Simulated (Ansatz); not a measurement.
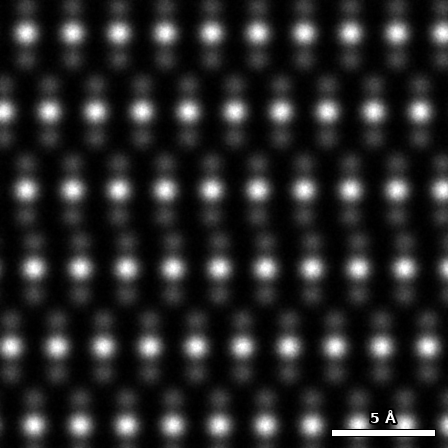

Z-contrast image of Al2Cu (P6/mmm, No. 191) along [101]. The image is simulated as a sum over atoms of Z^1.7, blurred by a 0.86 Å probe (no channelling). Shot noise was added.

One planar defect was built into the perfect crystal by geometry alone, without relaxation. Host structure: the end point of a relaxation with DFT r2SCAN, scalar-relativistic, plane waves, PAW (Ansatz 0.2.0); the starting structure was generated, so it need not be a known form of this composition.

Find the planar defect and say what kind it is.

Answer. A planar fault (a stacking fault or antiphase boundary) runs horizontally about 11 Å below the top edge. The part above it is shifted along the boundary by 1/3 of the 2.28 Å repeat of the rows (0.8 Å to the right, the same as 1.5 Å to the left); both parts keep the same orientation.
